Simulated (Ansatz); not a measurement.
This input was run:

```
crystal:
  lattice:
    - [-1.9077740734, 1.9077740734, 4.276996808]
    - [1.9077740734, -1.9077740734, 4.276996808]
    - [1.9077740734, 1.9077740734, -4.276996808]
  atoms:
    - { symbol: Ti, position: [0.0, 0.0, 0.0] }
    - { symbol: Al, position: [0.5, 0.5, 0.0] }
    - { symbol: Al, position: [0.75, 0.25, 0.5] }
    - { symbol: Al, position: [0.25, 0.75, 0.5] }
basis:
  ecutwfc: 420
kpoints:
  mp_grid: { grid: [16, 16, 16] }
  band_path:
    path:
      - [[0.0, 0.0, 0.0], [0.0, 0.0, 0.5], [0.25, 0.25, 0.25], [0.0, 0.5, 0.0], [0.0, 0.0, 0.0], [0.5, 0.5, -0.5], [0.29974118, 0.70025882, -0.29974118]]
      - [[-0.29974118, 0.29974118, 0.29974118], [0.0, 0.0, 0.0]]
      - [[0.0, 0.0, 0.5], [-0.09948235, 0.09948235, 0.5]]
      - [[0.5, 0.5, -0.09948235], [0.5, 0.5, -0.5]]
    npoints: 14
hamiltonian:
  xc: pbesol
scf:
  occupations: { method: gaussian, width: 0.1 }
  n_extra_bands: 10
output:
  forces: true
  stress: true
  eigenvalues: true
  populations: true
  dos: { projected: true, de: 0.02, nscf_kmesh: { grid: [24, 24, 24] } }
  bader: true
```

Run as:
```bash
ansatz run input.yaml --threads 1 --pin off --max-ram 2560MiB --backend cpu --events-out ev --progress --plain --runs-dir out
```

What will the band structure and density of states look like? The path is Γ–X–P–N–Γ–M–S|S0–Γ|X–R|G–M.

A metal: 3 bands cross the Fermi level along this path. Bands cross the Fermi level on Γ–X, P–N, N–Γ, M–S, S0–Γ and G–M, and not on X–P, Γ–M and X–R. At P the nearest levels lie 1.16 eV below and 0.85 eV above the Fermi level. The density of states at the Fermi level is about 1.7 per eV and cell (mean within 0.25 eV), or 0.43 per atom.

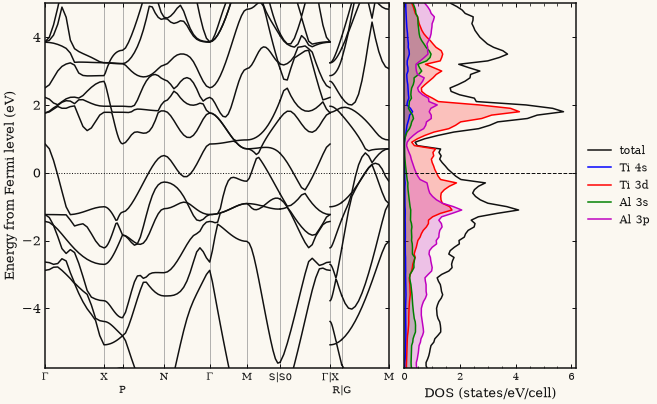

Band structure and density of states. Energies are counted from the Fermi level. The partial curves are projected on Löwdin-orthogonalised atomic shells.
